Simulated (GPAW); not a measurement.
# K K ELNES/XANES of KF (Carobbiite, Fm-3m) from DFT, part 2 of 3

Aim: the dependence of the K K near-edge features of KF (Carobbiite, Fm-3m) on volume.

GPAW 26.7.0; X-ray absorption from dipole matrix elements to empty bands, plane-wave PAW PBE.

So far. Step 2 (Ground state of the crystal): The mesh shows a gap of 6.17 eV, so the hole is first treated in a charged cell, without the excited electron.

## 4. Spectrum with FCH, K atom 1

The holes are 6.5 Å apart. In GPAW the data set carries the hole's charge, so charge=0 means a charged cell and charge=-1 a neutral one. The excited electron is left out and a uniform background balances the charge. After the field has converged, empty bands are computed with the density fixed and the dipole matrix elements are summed.

The absorber has 6 F at 2.67 Å (octahedral, site symmetry m-3m).

Input file xas.py:

```python
import numpy as np
from ase import Atoms
from ase.parallel import parprint, paropen
from gpaw import GPAW, PW, FermiDirac, Mixer, MixerDif, setup_paths
from gpaw.test import gen
setup_paths.insert(0, '.')
gen('K', name='fch1s', xcname='PBE', corehole=(1, 0, 1), write_xml=True)
from gpaw.mpi import world
world.barrier()

atoms = Atoms('K6F6',
    cell=[[2.67185, 5.3437, 2.67185],
     [2.67185, -5.3437, 2.67185],
     [2.67185, -2.67185, -5.3437]],
    scaled_positions=[[0, 0, 0],
     [0.66666667, 0, 0.33333333],
     [0.5, 0.5, 0],
     [0.33333333, 0, 0.66666667],
     [0.16666667, 0.5, 0.33333333],
     [0.83333333, 0.5, 0.66666667],
     [0.75, 0.25, 0],
     [0.41666667, 0.25, 0.33333333],
     [0.25, 0.75, 0],
     [0.08333333, 0.25, 0.66666667],
     [0.91666667, 0.75, 0.33333333],
     [0.58333333, 0.75, 0.66666667]],
    pbc=True)
atoms.calc = calc = GPAW(legacy_gpaw=True, mode=PW(500, force_complex_dtype=True), xc='PBE', setups={0: 'fch1s'},
    kpts={'size': (3, 2, 3), 'gamma': True}, occupations=FermiDirac(0.02),
    charge=0, mixer=Mixer(0.1, 5, 50), maxiter=150,
    convergence={'density': 0.0001, 'eigenstates': 1e-6}, txt='scf.txt')
energy = atoms.get_potential_energy() + calc.get_reference_energy()
ef = calc.get_fermi_level()
out = dict(energy=energy, fermi=ef, forces=atoms.get_forces().tolist())
parprint(f'all-electron energy {energy:.4f} eV, Fermi level {ef:.4f} eV')
ev = np.array([[calc.get_eigenvalues(k, s) for k in range(len(calc.get_ibz_k_points()))] for s in range(calc.get_number_of_spins())])
out['homo'], out['lumo'], out['counts'] = ev[ev < ef].max(), ev[ev > ef].min(), sorted(set((ev < ef).sum((0, 2)).tolist()))
out['filled'] = (ev[:, 0] < ef).sum(1).tolist()

from ase.units import Ha
from gpaw.xas import dipole_matrix_elements
nb = int(calc.get_number_of_electrons() / 2) + 139
top, nb = nb, nb + 8 + nb // 12
nscf = calc.fixed_density(kpts={'size': (3, 3, 3), 'gamma': True}, nbands=nb,
    convergence={'bands': top, 'eigenstates': 1e-5}, maxiter=60, txt='nscf.txt')
cell = atoms.cell.array
ops = [cell.T @ U.T @ np.linalg.inv(cell.T) for U in nscf.wfs.kd.symmetry.op_scc]
filled = [48]  # bands filled in the ground state, by spin
E = np.arange(-6, 34, 0.1)
fwhm = np.interp(E, [4, 25], [0.9, 3.5])
Y, X, zero, highest = 0, 0, 1e9, 1e9
for spin in range(nscf.get_number_of_spins()):
    wfs = nscf.wfs
    A = dipole_matrix_elements(wfs.setups[0])
    eps = np.zeros((wfs.kd.nibzkpts, nb))
    d = np.zeros((3, A.shape[1], wfs.kd.nibzkpts, nb), complex)
    for kpt in wfs.kpt_u:
        if kpt.s == spin and 0 in kpt.P_ani:
            eps[kpt.k] = kpt.eps_n * Ha
            d[:, :, kpt.k] = (kpt.weight * wfs.nspins / 2) ** 0.5 * np.inner(A, kpt.P_ani[0])
    world.sum(eps)
    world.sum(d)
    T = np.einsum('amkn,bmkn->abkn', d, d.conj()).real
    T = sum(np.einsum('ai,ijkn,bj->abkn', R, T, R) for R in ops) / len(ops)
    empty = np.ones_like(eps, bool) & (np.arange(nb) >= filled[spin])
    zero, highest = min(zero, eps[empty].min()), min(highest, eps[:, top - 1].min())
    lines = [(eps, T, empty)] if spin == 0 else lines + [(eps, T, empty)]
for eps, T, empty in lines:
    f = np.einsum('aakn->akn', T).reshape(3, -1)
    x = eps.ravel() - zero
    w = np.interp(x, E, fwhm) / 2.35482
    g = np.exp(-0.5 * ((E[:, None] - x) / w) ** 2) / (w * (2 * np.pi) ** 0.5)
    Y = Y + (f * empty.ravel()) @ g.T
    X = X + (f * ~empty.ravel()) @ g.T
out.update(E=E.round(2).tolist(), xas=Y.tolist(), xes=X.tolist(), zero=zero, valid=highest - zero, nk=len(eps), nb=nb)
for i in range(0, len(E), 10):
    parprint(f'{E[i]:7.2f}', *(f'{v:10.3e}' for v in Y[:, i]))
import json
with paropen('out.json', 'w') as f:
    json.dump(out, f)
```

Command:

```sh
OMP_NUM_THREADS=1 mpirun -n 4 gpaw python xas.py
```

Numbers of over 12 decimals in the logs are rounded to 6 here.

Output:

```text
Input parameters:
  convergence: {density: 0.0001,
                eigenstates: 1e-06}
  kpts: {gamma: True,
         size: (3, 2, 3)}
  maxiter: 150
  mixer: {backend: pulay,
          beta: 0.1,
          method: separate,
          nmaxold: 5,
          weight: 50}
  mode: {ecut: 500.0,
         force_complex_dtype: True,
         name: pw}
  occupations: {fixmagmom: False,
                name: fermi-dirac,
                width: 0.02}
  setups: {0: fch1s}
  xc: PBE

Initialize ...

[... PAW data sets ...]

Reference energy: -110947.710771  # eV

Spin-paired calculation

[... convergence settings ...]
Symmetries present (total): 4
  [... symmetry matrices ...]

18 k-points: 3 x 2 x 3 Monkhorst-Pack grid + [0.000000,1/4,0.000000]
8 k-points in the irreducible part of the Brillouin zone
       k-points in crystal coordinates                weights
   0:     0.00000000    0.00000000    0.00000000          1/18
   1:     0.00000000    0.00000000    0.33333333          2/18
   2:     0.00000000    0.50000000    0.00000000          1/18
   3:     0.00000000    0.50000000    0.33333333          2/18
   4:     0.33333333    0.00000000    0.00000000          4/18
   5:     0.33333333    0.00000000    0.33333333          2/18
   6:     0.33333333    0.50000000    0.00000000          4/18
   7:     0.33333333    0.50000000    0.33333333          2/18

Wave functions: Plane wave expansion
  Cutoff energy: 500.000 eV
  Number of coefficients (min, max): 5797, 5835
  Pulay-stress correction: 0.000000 eV/Ang^3 (de/decut=0.000000)
  Using FFTW library
  Wavefunction extrapolation:
    Improved wavefunction reuse through dual PAW basis

Occupation numbers: Fermi-Dirac:
  width: 0.0200  # eV

Eigensolver
   Davidson(niter=2)

Densities:
  Coarse grid: 35*35*35 grid
  Fine grid: 70*70*70 grid
  Total Charge: 1.000000

Density mixing:
  Method: separate
  Backend: pulay
  Linear mixing parameter: 0.1
  old densities: 5
  Width of damping distribution: 1.1
  Damping of long wavelength oscillations: 50

[... Hamiltonian set-up ...]
Number of atoms: 12
Number of atomic orbitals: 54
Number of bands in calculation: 54
Number of valence electrons: 96
Bands to converge: occupied

... initialized

Initializing position-dependent things.

Density initialized from atomic densities
Creating initial wave functions:
  54 bands from LCAO basis set

                 F
               K      F

              F  K
                F
         K            K
              K     F

               K
              F

Atomic positions and initial magnetic moments

Positions:
   0 K      0.000000    0.000000    0.000000    ( 0.0000,  0.0000,  0.0000)
   1 K      2.671850    2.671850    0.000000    ( 0.0000,  0.0000,  0.0000)
   2 K      2.671850    0.000000    2.671850    ( 0.0000,  0.0000,  0.0000)
   3 K      2.671850   -0.000000   -2.671850    ( 0.0000,  0.0000,  0.0000)
   4 K      2.671850   -2.671850    0.000000    ( 0.0000,  0.0000,  0.0000)
   5 K      5.343700   -0.000000   -0.000000    ( 0.0000,  0.0000,  0.0000)
   6 F      2.671850    2.671850    2.671850    ( 0.0000,  0.0000,  0.0000)
   7 F      2.671850    0.000000    0.000000    ( 0.0000,  0.0000,  0.0000)
   8 F      2.671850   -2.671850    2.671850    ( 0.0000,  0.0000,  0.0000)
   9 F      2.671850   -2.671850   -2.671850    ( 0.0000,  0.0000,  0.0000)
  10 F      5.343700    0.000000    2.671850    ( 0.0000,  0.0000,  0.0000)
  11 F      5.343700   -2.671850   -0.000000    ( 0.0000,  0.0000,  0.0000)

Unit cell:
           periodic     x           y           z      points  spacing
  1. axis:    yes    2.671850    5.343700    2.671850    35     0.1548
  2. axis:    yes    2.671850   -5.343700    2.671850    35     0.1763
  3. axis:    yes    2.671850   -2.671850   -5.343700    35     0.1619

  Lengths:   6.544669   6.544669   6.544669
  Angles:   80.405932 120.000000 109.471221

Effective grid spacing dv^(1/3) = 0.1748

iter:   1   -67.632947
iter:   2   -64.845718   -1.00  -1.22
iter:   3   -61.902339   -0.49  -1.30
iter:   4   -61.774461   -1.41  -1.44
iter:   5   -61.845536   -1.90  -1.61
iter:   6   -62.315345   -0.96  -2.20
iter:   7   -61.897409   -2.29  -1.85
iter:   8   -61.814926   -2.13  -2.13
iter:   9   -61.805586   -2.61  -2.46
iter:  10   -61.804227c  -2.98  -2.77
iter:  11   -61.804522c  -3.67  -3.42
iter:  12   -61.804484c  -5.09  -3.84
iter:  13   -61.804487c  -5.97  -4.01c
iter:  14   -61.804493c  -5.72  -4.18c
iter:  15   -61.804487c  -6.72c -4.14c

Converged after 15 iterations.

Dipole moment: (-0.000000, 0.000000, -0.000000) |e|*Ang

Energy contributions relative to reference atoms: (reference = -110947.710771)

Kinetic:        +12.021523
Potential:      -19.229435
External:        +0.000000
XC:             -51.806332
Entropy (-ST):   -0.000000
Local:           -2.790244
SIC:             +0.000000
--------------------------
Free energy:    -61.804487
Extrapolated:   -61.804487

Showing only first 2 kpts
 Kpt  Band  Eigenvalues  Occupancy
  0    46     -0.28153    2.00000
  0    47     -0.27335    2.00000
  0    48      5.54295    0.00000
  0    49      6.53238    0.00000

  1    46     -0.35419    2.00000
  1    47     -0.29891    2.00000
  1    48      6.27390    0.00000
[...]
Fermi level: 1.04157

Gap: 5.816 eV
Transition (v -> c):
  (s=0, k=0, n=47, [0.00, 0.00, 0.00]) -> (s=0, k=0, n=48, [0.00, 0.00, 0.00])
No difference between direct/indirect transitions

Forces in eV/Ang:
  0 K     0.00000    0.00000    0.00000
  1 K     0.00263    0.00000   -0.00263
  2 K    -0.00000    0.00000   -0.00000
  3 K    -0.00263    0.00000    0.00263
  4 K     0.12386    0.00000   -0.12386
  5 K    -0.12386    0.00000    0.12386
  6 F    -0.00351    1.12986   -0.00351
  7 F    -1.14788    0.01733   -0.01778
  8 F     0.00351   -1.12986    0.00351
  9 F    -0.01778    0.01733   -1.14788
 10 F     0.01778   -0.01733    1.14788
 11 F     1.14788   -0.01733    0.01778
Scalar-relativistic atomic PBE calculation for K (Potassium, Z=19)
Core hole in 1s state (1s occupation: 1.0)
600 radial gridpoints.
|------------------------------------------------|
|------------------------------------------------|
[... the atom generator's iteration count ...]

Energy contributions:
-------------------------
Kinetic:     +470.836297
XC:           -27.810464
Potential:   -911.651723
-------------------------
Total:       -468.625889

state      eigenvalue         ekin         rmax
-----------------------------------------------
1s^1.0 :  -137.429257   178.943551        0.052
2s^2.0 :   -15.002284    31.245344        0.307
2p^6.0 :   -12.568172    30.913945        0.248
3s^2.0 :    -1.931532     6.069801        1.011
3p^6.0 :    -1.289847     5.160334        1.048
4s^1.0 :    -0.325459     0.816784        3.191
-----------------------------------------------
(units: Bohr and Hartree)

Generating PAW setup
Kinetic energy of the core from tauc = 428.562095
Cutoffs:
rc(s)=2.120
rc(p)=2.090
rc(d)=1.770
rc(vbar)=2.070
rc(comp)=2.090
rc(nct)=2.120

Kinetic energy of the core states: 426.917908
Charge: 1.0
Core electrons: 9.0
Valence electrons: 9.0
Pseudo-core charge: 0.000154
Shape function alpha=2.289
Pseudo-electron charge 6.218459
state    eigenvalue         norm
--------------------------------
3s(2) :    -1.931532     0.850446
4s(1) :    -0.325459     0.980013
3p(6) :    -1.289847     0.589567
*p    :    -0.289847
*d    :     0.000000
--------------------------------

Diagonalizing with gridspacing h=0.050

state   all-electron     PAW
-------------------------------
3s:      -1.931532    -1.932218
3p:      -1.289847    -1.291422
*d:                   -0.307940
*f:                   -0.034939
-------------------------------
all-electron energy -111009.5153 eV, Fermi level 1.0416 eV
[...]
31.00  6.099e-07  6.259e-07  6.099e-07
  32.00  5.706e-07  5.689e-07  5.706e-07
  33.00  5.794e-07  5.600e-07  5.794e-07
```

The job ended after 1.9 min (4 MPI ranks of Arm Neoverse V2, shared host; peak memory 0.36 GiB; 7.5 min of CPU time).

The K K spectrum, K atom 1, full core hole (charged cell) (energy from the lowest empty level; intensity scaled to a mean of 1 over the first 20 eV):

| E (eV) | intensity |
| --- | --- |
| -2.0 | 0.00 |
| -0.5 | 0.00 |
| 1.0 | 0.07 |
| 2.5 | 1.18 |
| 4.0 | 1.66 |
| 5.5 | 0.41 |
| 7.0 | 0.50 |
| 8.5 | 1.01 |
| 10.0 | 2.12 |
| 11.5 | 2.54 |
| 13.0 | 1.16 |
| 14.5 | 0.70 |
| 16.0 | 0.66 |
| 17.5 | 0.58 |
| 19.0 | 0.59 |
| 20.5 | 0.73 |
| 22.0 | 0.91 |
| 23.5 | 1.04 |
| 25.0 | 1.06 |
| 26.5 | 0.94 |
| 28.0 | 0.85 |
| 29.5 | 0.76 |

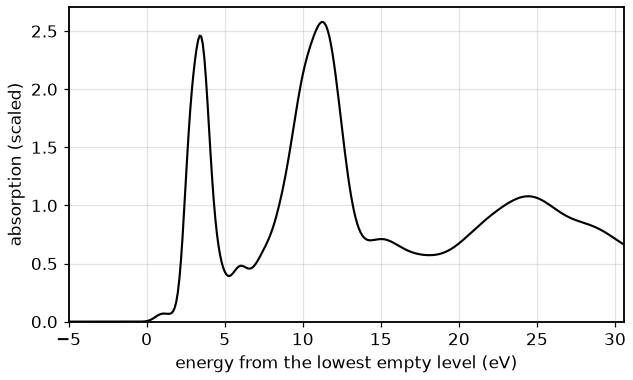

The K K edge, K atom 1, full core hole (charged cell): main maxima at 3.4, 11.3 and 24.4 eV.

Main maxima below 30 eV (height): 3.4 eV (2.46), 11.3 eV (2.58) and 24.4 eV (1.08). A K edge sees empty p states on the absorber.

The hole costs E(hole) − E(ground) = 3618.39 eV, and the lowest empty level of the hole cell on the spectrum's mesh lies at 5.54 eV, which puts the zero at 3623.93 eV. One term is added: -19.86 eV, since the hole is spin-paired here and a spin-polarised one costs that much less in the free atom (computed apart). The photon energy is then 3604.07 eV. The tabulated edge of the element is 3608.4 eV. The functional and the charged cell's background leave an error of a few eV in such absolute values.

## 5. Reference energy of the supercell

The cell changes for the next run, so it gets a reference energy of its own.

The cell differs from the one that the last finished run ended in (a 6.545 → 6.411 Å, b 6.545 → 6.411 Å, c 6.545 → 6.411 Å).

Input file scf.py:

```python
import numpy as np
from ase import Atoms
from ase.parallel import parprint, paropen
from gpaw import GPAW, PW, FermiDirac, Mixer, MixerDif, setup_paths
from gpaw.test import gen
setup_paths.insert(0, '.')
gen('K', name='nch1s', xcname='PBE', corehole=(1, 0, 0), write_xml=True)
from gpaw.mpi import world
world.barrier()

atoms = Atoms('K6F6',
    cell=[[2.61730714, 5.23461429, 2.61730714],
     [2.61730714, -5.23461429, 2.61730714],
     [2.61730714, -2.61730714, -5.23461429]],
    scaled_positions=[[0, 0, 0],
     [0.66666667, 0, 0.33333333],
     [0.5, 0.5, 0],
     [0.33333333, 0, 0.66666667],
     [0.16666667, 0.5, 0.33333333],
     [0.83333333, 0.5, 0.66666667],
     [0.75, 0.25, 0],
     [0.41666667, 0.25, 0.33333333],
     [0.25, 0.75, 0],
     [0.08333333, 0.25, 0.66666667],
     [0.91666667, 0.75, 0.33333333],
     [0.58333333, 0.75, 0.66666667]],
    pbc=True)
atoms.calc = calc = GPAW(legacy_gpaw=True, mode=PW(500, force_complex_dtype=True), xc='PBE', setups={0: 'nch1s'},
    kpts={'size': (3, 2, 3), 'gamma': True}, occupations=FermiDirac(0.02),
    charge=0, mixer=Mixer(0.1, 5, 50), maxiter=150,
    convergence={'density': 0.0001, 'eigenstates': 1e-6}, txt='scf.txt')
energy = atoms.get_potential_energy() + calc.get_reference_energy()
ef = calc.get_fermi_level()
out = dict(energy=energy, fermi=ef, forces=atoms.get_forces().tolist())
parprint(f'all-electron energy {energy:.4f} eV, Fermi level {ef:.4f} eV')
ev = np.array([[calc.get_eigenvalues(k, s) for k in range(len(calc.get_ibz_k_points()))] for s in range(calc.get_number_of_spins())])
out['homo'], out['lumo'], out['counts'] = ev[ev < ef].max(), ev[ev > ef].min(), sorted(set((ev < ef).sum((0, 2)).tolist()))
out['filled'] = (ev[:, 0] < ef).sum(1).tolist()
import json
with paropen('out.json', 'w') as f:
    json.dump(out, f)
```

Command:

```sh
OMP_NUM_THREADS=1 mpirun -n 4 gpaw python scf.py
```

Output:

```text
Input parameters:
  convergence: {density: 0.0001,
                eigenstates: 1e-06}
  kpts: {gamma: True,
         size: (3, 2, 3)}
  maxiter: 150
  mixer: {backend: pulay,
          beta: 0.1,
          method: separate,
          nmaxold: 5,
          weight: 50}
  mode: {ecut: 500.0,
         force_complex_dtype: True,
         name: pw}
  occupations: {fixmagmom: False,
                name: fermi-dirac,
[...]
3s(2) :    -1.298661     0.973389
4s(1) :    -0.085214     0.996539
3p(6) :    -0.691375     0.723628
*p    :     0.308625
*d    :     0.000000
--------------------------------

Diagonalizing with gridspacing h=0.050

state   all-electron     PAW
-------------------------------
3s:      -1.298661    -1.299239
3p:      -0.691375    -0.692667
*d:                    0.007875
*f:                    0.052153
-------------------------------
all-electron energy -114627.6599 eV, Fermi level 1.8110 eV
[key lines of the parts left out:]
Converged after 18 iterations.
Dipole moment: (-0.000000, 0.000000, -0.000000) |e|*Ang
Free energy:    -49.655503
Fermi level: 1.81104
```

Elapsed: 28 s, on 4 MPI ranks; peak memory 0.24 GiB.

Reference energy: -114627.660 eV with the cores included.

## 6. Spectrum with FCH, K atom 1

Shorter bonds are expected to push antibonding states and scattering resonances up, and longer ones down; the cell is scaled to test that.

Changed against the first core-hole run: volume scale from 1 to 0.94.

Edit xas.py of step 4 so:

```diff
@@ -11,5 +11,5 @@
 atoms = Atoms('K6F6',
-    cell=[[2.67185, 5.3437, 2.67185],
-     [2.67185, -5.3437, 2.67185],
-     [2.67185, -2.67185, -5.3437]],
+    cell=[[2.61730714, 5.23461429, 2.61730714],
+     [2.61730714, -5.23461429, 2.61730714],
+     [2.61730714, -2.61730714, -5.23461429]],
     scaled_positions=[[0, 0, 0],
@@ -41,3 +41,3 @@
 from gpaw.xas import dipole_matrix_elements
-nb = int(calc.get_number_of_electrons() / 2) + 139
+nb = int(calc.get_number_of_electrons() / 2) + 131
 top, nb = nb, nb + 8 + nb // 12
```

Command:

```sh
OMP_NUM_THREADS=1 mpirun -n 4 gpaw python xas.py
```

Output:

```text
Input parameters:
  convergence: {density: 0.0001,
                eigenstates: 1e-06}
  kpts: {gamma: True,
         size: (3, 2, 3)}
  maxiter: 150
  mixer: {backend: pulay,
          beta: 0.1,
          method: separate,
          nmaxold: 5,
          weight: 50}
  mode: {ecut: 500.0,
         force_complex_dtype: True,
         name: pw}
  occupations: {fixmagmom: False,
                name: fermi-dirac,
[...]
*p    :    -0.289847
*d    :     0.000000
--------------------------------

Diagonalizing with gridspacing h=0.050

state   all-electron     PAW
-------------------------------
3s:      -1.931532    -1.932218
3p:      -1.289847    -1.291422
*d:                   -0.307940
*f:                   -0.034939
-------------------------------
all-electron energy -111009.8989 eV, Fermi level 1.5923 eV
[...]
32.00  6.021e-07  6.188e-07  6.020e-07
  33.00  5.519e-07  5.496e-07  5.512e-07
[key lines of the parts left out:]
Converged after 16 iterations.
Dipole moment: (-0.000000, 0.000000, -0.000000) |e|*Ang
Free energy:    -62.188092
Fermi level: 1.59230
```

Wall time 2.2 min (4 MPI ranks); peak memory 0.4 GiB; 8.8 min of CPU time.

| E (eV) | first run | this run |
| --- | --- | --- |
| -2.0 | 0.00 | 0.00 |
| -1.0 | 0.00 | 0.00 |
| 0.0 | 0.00 | 0.00 |
| 1.0 | 0.07 | 0.07 |
| 2.0 | 0.25 | 0.21 |
| 3.0 | 2.13 | 2.26 |
| 4.0 | 1.66 | 1.56 |
| 5.0 | 0.43 | 0.46 |
| 6.0 | 0.48 | 0.49 |
| 7.0 | 0.50 | 0.46 |
| 8.0 | 0.77 | 0.68 |
| 9.0 | 1.33 | 1.10 |
| 10.0 | 2.12 | 1.84 |
| 11.0 | 2.55 | 2.36 |
| 12.0 | 2.23 | 2.48 |
| 13.0 | 1.16 | 1.57 |
| 14.0 | 0.71 | 0.80 |
| 15.0 | 0.71 | 0.71 |
| 16.0 | 0.66 | 0.72 |
| 17.0 | 0.60 | 0.65 |
| 18.0 | 0.57 | 0.60 |
| 19.0 | 0.59 | 0.58 |
| 20.0 | 0.67 | 0.60 |
| 21.0 | 0.79 | 0.68 |
| 22.0 | 0.91 | 0.79 |
| 23.0 | 1.01 | 0.90 |
| 24.0 | 1.07 | 0.99 |
| 25.0 | 1.06 | 1.06 |
| 26.0 | 0.99 | 1.05 |
| 27.0 | 0.90 | 0.97 |
| 28.0 | 0.85 | 0.89 |
| 29.0 | 0.80 | 0.84 |
| 30.0 | 0.71 | 0.79 |

The scaled spectrum changes by 11 % r.m.s. The highest intensity below 24 eV goes from 11.3 eV (2.58) to 11.7 eV (2.54).

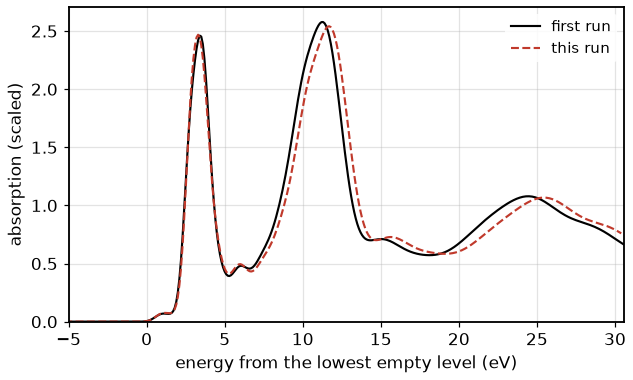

The effect of the change (volume scale from 1 to 0.94).

The photon energy of the zero moves by +0.05 eV.

## 7. Supercell without a hole, the energy reference

The cell changes for the next run, so it gets a reference energy of its own.

The cell differs from the one that the last finished run ended in (a 6.411 → 6.609 Å, b 6.411 → 6.609 Å, c 6.411 → 6.609 Å).

Edit scf.py of step 5 so:

```diff
@@ -11,5 +11,5 @@
 atoms = Atoms('K6F6',
-    cell=[[2.61730714, 5.23461429, 2.61730714],
-     [2.61730714, -5.23461429, 2.61730714],
-     [2.61730714, -2.61730714, -5.23461429]],
+    cell=[[2.69830568, 5.39661136, 2.69830568],
+     [2.69830568, -5.39661136, 2.69830568],
+     [2.69830568, -2.69830568, -5.39661136]],
     scaled_positions=[[0, 0, 0],
```

Command:

```sh
OMP_NUM_THREADS=1 mpirun -n 4 gpaw python scf.py
```

Output:

```text
Input parameters:
  convergence: {density: 0.0001,
                eigenstates: 1e-06}
  kpts: {gamma: True,
         size: (3, 2, 3)}
  maxiter: 150
  mixer: {backend: pulay,
          beta: 0.1,
          method: separate,
          nmaxold: 5,
          weight: 50}
  mode: {ecut: 500.0,
         force_complex_dtype: True,
         name: pw}
  occupations: {fixmagmom: False,
                name: fermi-dirac,
[...]
3s(2) :    -1.298661     0.973389
4s(1) :    -0.085214     0.996539
3p(6) :    -0.691375     0.723628
*p    :     0.308625
*d    :     0.000000
--------------------------------

Diagonalizing with gridspacing h=0.050

state   all-electron     PAW
-------------------------------
3s:      -1.298661    -1.299239
3p:      -0.691375    -0.692667
*d:                    0.007875
*f:                    0.052153
-------------------------------
all-electron energy -114627.9566 eV, Fermi level 1.0279 eV
[key lines of the parts left out:]
Converged after 20 iterations.
Dipole moment: (0.000000, -0.000000, 0.000000) |e|*Ang
Free energy:    -49.952194
Fermi level: 1.02795
```

It took 26 s on 4 MPI ranks; peak memory 0.28 GiB.

Reference energy: -114627.957 eV with the cores included.

[end of part 2 of 3]

[Banner, clock and machine lines of the logs are left out without a mark of their own.]

[Logs are printed without paths, hosts, clocks, repeated set-up lines and the standing remarks that a program may print on its own settings, such as how far it seeks lower states.]

[Hosts, paths, dates, database ids (printed as entryN), source tags and the programs' standing remarks are cut or masked in the printed files.]

[Lists of maxima count a maximum above −3 eV only where it reaches 4 % of the highest in the window and stands out from its surroundings by 2 % of it (1.5 % where it reaches 55 %); shoulders and weaker maxima are passed over, and of the rest the first, up to two pre-edge ones and the few strongest are named.]
